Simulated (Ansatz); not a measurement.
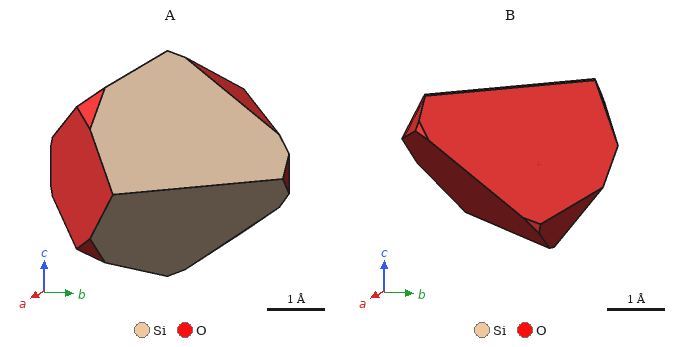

Computed Voronoi cells of the 2 sites of this structure, drawn to one scale and in one orientation; each face has the colour of the neighbour behind it.

SiO2, space group Ibam (No. 72), a = 4.720 Å, b = 8.360 Å, c = 5.160 Å, α = 90.00°, β = 90.00°, γ = 90.00°

| site | Wyckoff | x | y | z |
| --- | --- | --- | --- | --- |
| Si | 4a | 0.0000 | 0.0000 | 0.7500 |
| O | 8j | 0.2910 | 0.3900 | 0.5000 |

Source: a calculation's input that goes back to an entry of the Crystallography Open Database (an earlier step may have relaxed or displaced it).

Which cell belongs to which site?

Answer. A is O (13 faces above 1 % of the solid angle, 19.8 Å³, facing O 51 %, Si 49 %); B is Si (10 faces above 1 % of the solid angle, 11.3 Å³, mostly facing O).
